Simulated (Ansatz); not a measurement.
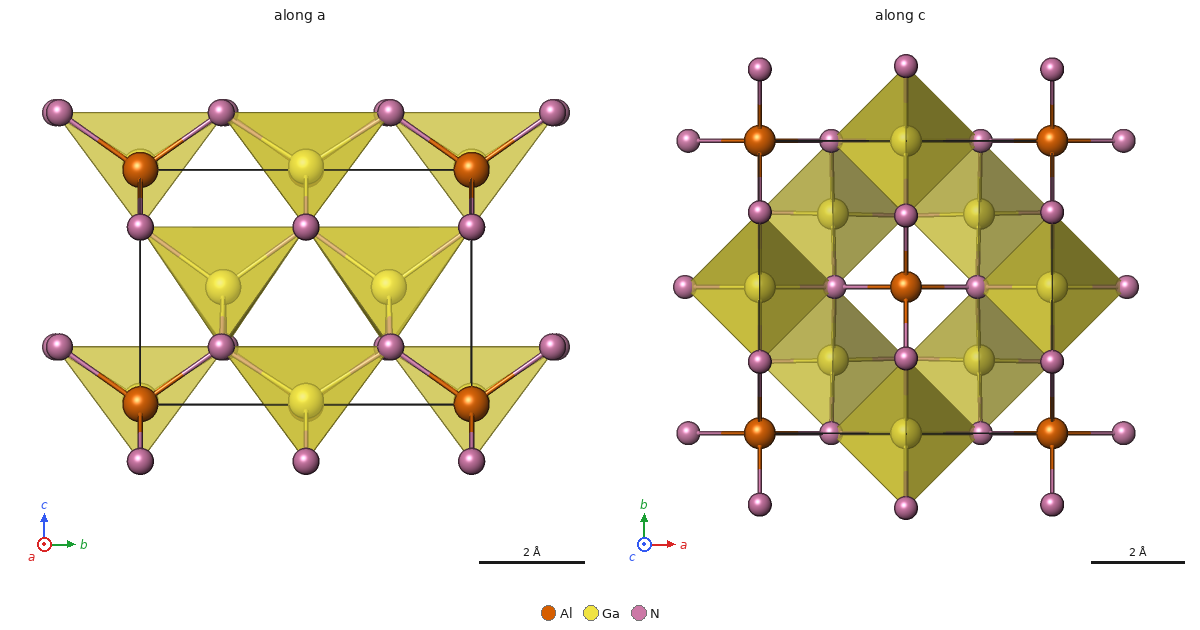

An orthographic polyhedral view of the structure, along the a axis and along the c axis. Lines trace the edges of the conventional unit cell. Some neighbours outside the box are added.

AlGa₃N₄, space group Cmm2 (No. 35), a = 6.32 Å, b = 6.32 Å, c = 4.47 Å, α = 90.00°, β = 90.00°, γ = 90.00°.

Level of theory and settings: DFT r2SCAN, scalar-relativistic, plane waves, PAW in Ansatz, a plane-wave cutoff of 500 eV, k-points about 0.23 Å⁻¹ apart, Gaussian smearing of 0.05 eV, no spin polarisation.

Question: Metal or not?

Answer: A semiconductor at this level, with a gap of 2.75 eV on the k-mesh (the true edges may lie between mesh points, so the gap can be somewhat smaller).

Question: What is the computed pressure?

Answer: The computed pressure is -0.7 GPa (stretched: it would shrink).

Starting structure: a structure listed in the Materials Project. The cell was then strained or its atoms displaced on purpose. It was the input of a calculation with Ansatz.

At this level of theory the run's own cell isn't at rest (forces up to 1.1 eV/Å), so its distances can differ from those at equilibrium, the more so the softer the solid.
